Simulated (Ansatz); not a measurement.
Run report: MoSi2, single-point calculation

System: MoSi2 (I4/mmm, 3 atoms in the cell).
Method: DFT, PBEsol, dispersion d4, plane waves, PAW, no spin polarisation (Ansatz 0.2.0).

The structure derives from an entry of the Crystallography Open Database.

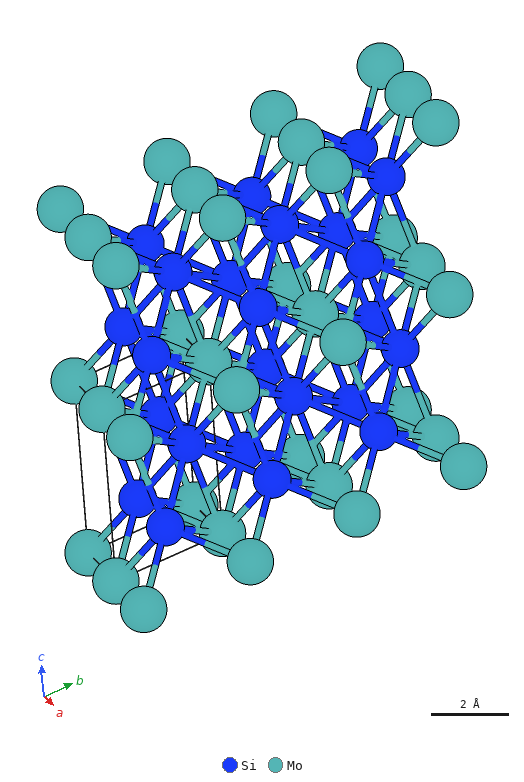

Figure 1. The structure as given in the input (ball-and-stick view of the cell of the calculation, repeated 2 × 3 × 2, seen slightly off an axis). An atom can appear more than once, as a periodic image.

Input
```yaml
crystal:
  lattice:
    - [3.0806203186, 0.0, -1.40415e-05]
    - [0.0, 3.0806203186, 1.40415e-05]
    - [-1.5403287468, 1.5403287468, 3.9703291421]
  atoms:
    - { symbol: Si, position: [0.3343554333, 0.6656445667, 0.6687190286] }
    - { symbol: Si, position: [0.6656445667, 0.3343554333, 0.3312809714] }
    - { symbol: Mo, position: [0.0, 0.0, 0.0] }
kpoints:
  mp_grid: { grid: [11, 11, 9] }
hamiltonian:
  xc: pbesol
  pseudopotentials: { kind: paw, source: ansatz }
  dispersion: d4
scf:
  occupations: { method: gaussian, width: 0.1 }
output:
  forces: true
  eigenvalues: true
  stress: true
```

Command:
```bash
ansatz run input.yaml --threads 4 --pin off --max-ram 10240MiB --backend cpu --events-out ev --progress --plain --runs-dir out
```

Log
```
Warning: 12 symmetry operations that the atoms keep within the bar at which the run's group was sought (crystal.symmetry.tolerance 1.0e-5, or twice it) were not taken beside the 4 unitary ones that the detection took (of a slab, those that keep its plane). If the more symmetric cell is meant, write the vectors of crystal.lattice to more decimals, or, with the positions in fractional coordinates, give it by lengths and angles (which lays the cell in the standard orientation, to which the deck's other Cartesian keys then refer), with the lengths that are meant to be equal typed equal, the angles likewise, and each angle that the symmetry fixes typed at its exact value (of a frozen-density pass: in the run whose state it reads). The detection then takes those 12 too, where the atoms keep them as a group. The lattice (crystal.lattice as typed, or as saved on a frozen-density pass laid at its state's geometry) misses each of them by more than the tolerance, the farthest off changing a squared length by the fraction 2.6e-5. The run does not impose them: its cell is that one, or, where this deck is also told that its lattice was moved onto its group, that cell laid onto the operations that were taken. If the cell is strained on purpose, what lies past the tolerance is rightly left out.
Engine: ansatz 0.2.0, x86_64-unknown-linux-gnu
Pseudopotentials: kind: paw
Pseudopotential: Si, paw, valence charge 4, recommended cutoff 460 eV (normal), Si.paw.azcp
Pseudopotential: Mo, paw, valence charge 14, recommended cutoff 500 eV (normal), Mo.paw.azcp
Functional definition: PBEsol
  exchange = pbesol_x
  correlation = pbesol_c
Crystal: 3 atoms, lattice volume = 37.679 Å³
Basis set: ecut = 500 eV, 971 PW (Γ), exchange–correlation on 48×48×72 points (8 copies of the dense FFT grid, shifted against one another)
Bands: 15, of which v1, the nominal top of the filled ones, is band 11 counted from 1 (10 counted from 0)
Symmetry: 4 space group operations
Space group: C2/m (ITA 12), of the structure as read, at distance tolerance 3.4e-5 Å
k-points: 300 of 1089
Non-local potential: Si, projectors of the file, l = 0: 2, l = 1: 3, l = 2: 1
Non-local potential: Mo, projectors of the file, l = 0: 3, l = 1: 3, l = 2: 2, l = 3: 2
PAW form: soft (Blöchl's): semilocal exchange-correlation on the pseudo side does not see the compensation charge
PAW frozen core: Si, regenerated for the run's functional, and the local potential with it (the file was generated under x = pbe(κ = 0.804, μ = 0.2195149727645171), c = pbe(β = 0.06672455060314922))
PAW frozen core: Mo, regenerated for the run's functional, and the local potential with it (the file was generated under x = pbe(κ = 0.804, μ = 0.2195149727645171), c = pbe(β = 0.06672455060314922))
PAW one-centre angular grid: Si, 110 points (default); XC on 64 Gauss nodes
PAW one-centre angular grid: Mo, 590 points (default); XC on 64 Gauss nodes
Initial density: superposition of atomic densities (chi_scale 0.1, normalization cell, long waves kept (reshape's long-wave potential 0.00 eV rms))
Initial wavefunctions: pseudopotential atomic-orbital guess
Functional: x = pbesol(κ = 0.804, μ = 0.12345679012345678), c = pbesol(β = 0.046)
SCF iter   1: F=—  HF=-6144.925262 eV  |F-HF|=—  |Δ(HF+E_count)|=         —  Δρ=9.22e-2  dr2=4.48e0  ethr=3.10e-3  ⟨swp⟩=6.0  Hψ=28700  notcnv=0
preconditioner: auto → Kerker (q_TF=auto, 2.494 Å⁻¹)  [metal: Δε(μ)=0.004 eV  Ē_g=8.478 eV  σ=0.100 eV  W_gap=0.02  n_scr=10 (ndim 8)  ℏωp=22.6 eV  f_vac=0.000  D(μ)=0.63/eV (n_scr^D=2)]
SCF iter   2: F=—  HF=-6143.872899 eV  |F-HF|=—  |Δ(HF+E_count)|=    1.05e0  Δρ=3.21e-2  dr2=2.70e-1  ethr=3.10e-3  ⟨swp⟩=2.6  Hψ=11416  notcnv=0  defer=8
SCF iter   3: F=—  HF=-6143.811882 eV  |F-HF|=—  |Δ(HF+E_count)|=   6.10e-2  Δρ=1.46e-2  dr2=5.66e-2  ethr=1.23e-3  ⟨swp⟩=2.5  Hψ=6757  notcnv=0  defer=8
SCF iter   4: F=—  HF=-6143.794351 eV  |F-HF|=—  |Δ(HF+E_count)|=   1.75e-2  Δρ=1.75e-3  dr2=1.12e-3  ethr=2.57e-4  ⟨swp⟩=2.2  Hψ=6580  notcnv=0  defer=8
SCF iter   5: F=—  HF=-6143.794002 eV  |F-HF|=—  |Δ(HF+E_count)|=   3.49e-4  Δρ=4.11e-4  dr2=1.00e-4  ethr=5.09e-6  ⟨swp⟩=2.8  Hψ=7558  notcnv=0  defer=8
SCF iter   6: F=—  HF=-6143.793982 eV  |F-HF|=—  |Δ(HF+E_count)|=   2.03e-5  Δρ=3.77e-5  dr2=3.66e-7  ethr=4.55e-7  ⟨swp⟩=2.2  Hψ=5945  notcnv=0  defer=8
SCF iter   7: F=—  HF=-6143.793983 eV  |F-HF|=—  |Δ(HF+E_count)|=   9.13e-7  Δρ=8.16e-6  dr2=3.66e-8  ethr=4.55e-10  ⟨swp⟩=7.2  Hψ=24072  notcnv=0
SCF iter   8: F=-6143.793983 eV  HF=-6143.793983 eV  |F-HF|=8.85e-10  |Δ(HF+E_count)|=   1.02e-8  Δρ=1.30e-6  dr2=1.03e-9  ethr=1.66e-10  ⟨swp⟩=2.3  Hψ=15214  notcnv=0
SCF 1 converged in 8 iterations: F = -6143.793983 eV  dr2 = 1.03e-9
  greatest PAW one-centre occupation: 0.984 electrons in one spin orbital (limit 2), on the Mo atom at site 2 (counted from 0), in its partial waves of l = 0
SCF converged after 8 iterations
Free energy (F): -6143.793983 eV
Harris-Foulkes:  -6143.793983 eV  (|F-HF|=8.85e-10)
Internal energy: -6143.792589 eV  (E = F + TS)
E sigma→0 (E₀):  -6143.793286 eV
Entropy (-TS):   -0.001394 eV (-0.465 meV/atom)
Fermi energy:    17.318250 eV
--- Per-component energies (eV) ---
  E_band       = -21.987164
  E_kinetic    = 652.589967
  E_local      = -1313.898653  (includes V_loc(G=0)·N_el)
  E_nonlocal   = 278.962565
  E_hartree    = 418.410917
  E_xc         = -474.601915
  E_vxc        = -393.273052  (∫ρ·V_xc dr)
  E_paw        = -3964.432192  (= ΣΔE_a)
  E_vpaw       = -83.190925  (= ΣTr[D̂ρ^β])
  E_aug_tail   = -0.000003  (compensation charges beyond the density's cutoff)
  E_ewald      = -1740.074861
  E_disp       = -1.021218  (pairwise vdW)
  E_core_change = 0.272806  (= ΣΔE_core)
  E_smearing   = -0.001394  (= −TS)
  E_closure    = 0.000000  (closes the sum)
  Σ components = -6143.793983   (vs F -6143.793983, Δ=0.00e0)
--- Forces (eV/Å), atoms counted from 1 ---
  atom   1  Si    -0.00003418     0.00003418     0.00101043
  atom   2  Si     0.00003418    -0.00003418    -0.00101043
  atom   3  Mo     0.00000000     0.00000000     0.00000000
  max |Σ_I F_I| component: 0.00e0 eV/Å
--- Stress (GPa, compression-positive) ---
       15.450871       0.075960      -0.000022
        0.075960      15.450871       0.000022
       -0.000022       0.000022      -3.997157
  P = ⅓ Tr σ = 8.9682 GPa (89.682 kbar)
--- Band table (eV; the first three rows and the last of 300) ---
  k-point 0: bands = ["-43.3473", "-17.6078", "-17.4088", "-17.4082", "3.1937", "10.2993", "13.2043", "13.7229", "14.6231", "14.6244", "17.8921", "20.1399", "21.0463", "21.2915", "21.3375"]
  k-point 1: bands = ["-43.3472", "-17.6111", "-17.4090", "-17.4083", "3.3228", "9.7994", "13.6422", "13.6646", "14.7344", "14.7356", "17.9052", "20.0311", "20.3763", "20.5884", "20.5895"]
  k-point 2: bands = ["-43.3470", "-17.6195", "-17.4094", "-17.4088", "3.6965", "8.7999", "13.5267", "14.3399", "15.0642", "15.0654", "17.9386", "19.4590", "19.4602", "19.5126", "21.0328"]
  k-point 299: bands = ["-43.2877", "-17.7271", "-17.7256", "-17.5292", "8.0073", "9.6903", "10.9147", "11.7300", "13.9209", "14.2107", "15.3217", "17.9641", "19.7108", "20.5829", "21.7558"]
```

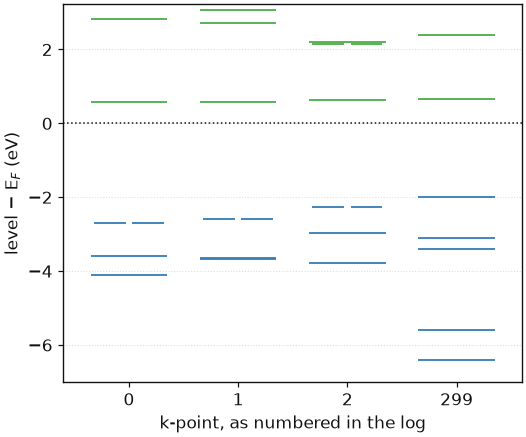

Figure 2. Kohn–Sham levels near the Fermi level (dotted) at the few k-points that the log prints; levels within 0.02 eV of each other stand side by side. The system is metallic on the full mesh.

Summary

| quantity | value |
| --- | --- |
| outcome | converged |
| space group (tolerance 0.01 Å) | I4/mmm (139) |
| electrons treated | 22 |
| free energy | −6143.7940 eV |
| Fermi energy | 17.318 eV |
| gap on the k-point mesh | none (metallic) |
| pressure | 8.97 GPa |
| largest force (length of the vector) | 0.001 eV/Å |
| hardware | 4 threads of Intel Xeon @ 2.50GHz (Skylake/Cascade Lake), 32 GiB of memory available, shared host |
| wall time | 6.9 s (CPU time 26 s) |
| peak memory | 0.54 GiB |

Settings chosen away from the usual ones: hamiltonian.pseudopotentials set to {"kind": "paw", "source": "ansatz"}; hamiltonian.dispersion set to d4; basis.ecutwfc removed. The program warns: near-symmetries of the structure were not used.
